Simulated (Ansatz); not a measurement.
The compound is MoS2 (space group R3m, No. 160), taken as the geometry relaxed with DFT, PAW plane waves, r2scan in Ansatz 0.2.0.

```xyz
9
Lattice="3.1850 0.0000 0.0000 -1.5925 2.7583 0.0000 0.0000 0.0000 19.4889" Properties=species:S:1:pos:R:3 pbc="T T T"
Mo    1.5925    0.9194    6.4942
S     1.5925    0.9194    1.5502
S     0.0000    1.8389    4.9417
Mo    0.0000    1.8389   12.9905
S     0.0000    1.8389    8.0465
S     0.0000    0.0000   11.4380
Mo    0.0000    0.0000   19.4868
S     0.0000    0.0000   14.5428
S     1.5925    0.9194   17.9343
```

Bonds are taken as Mo–S below 2.7 Å. The graph is simplified in the usual way: terminal and isolated atoms are pruned, two-connected atoms become edges.

What net does this leave?

The result is a binodal (3,6)-connected, two-periodic (layers) net: S is a 3-connected node; Mo is a 6-connected node, in the ratio 2:1. It is the net of the trigonal-prismatic layers of 2H-MoS2. The layers lie parallel to (001).

| node | links | point symbol | coordination sequence |
| --- | --- | --- | --- |
| S | 3 | 4³ | 3 13 9 24 15 36 21 48 |
| Mo | 6 | 4³·6¹² | 6 6 18 12 30 18 42 24 |

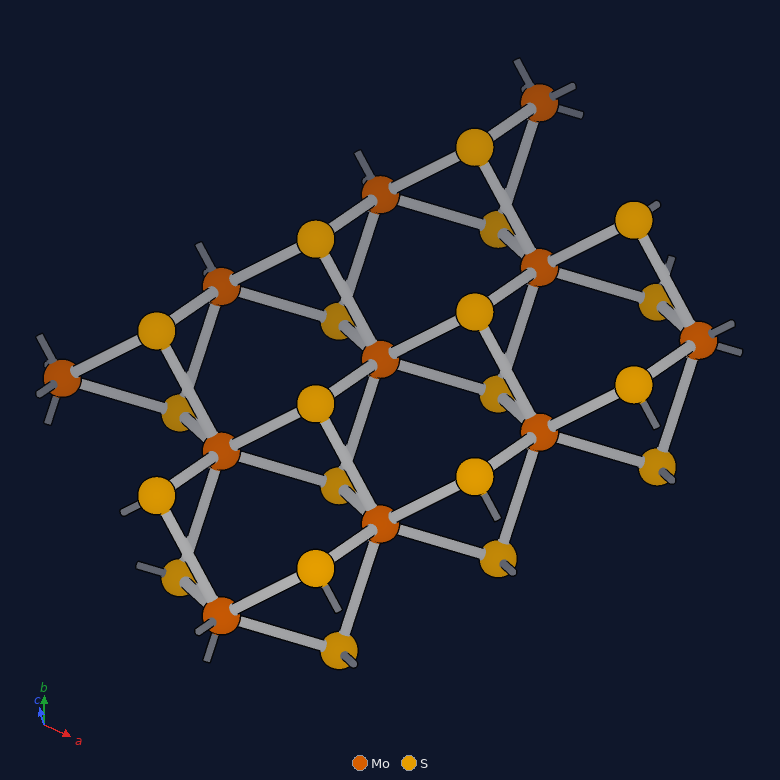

Nodes are coloured by topological kind. One layer is drawn. Edges to nodes outside the piece are drawn as stubs.
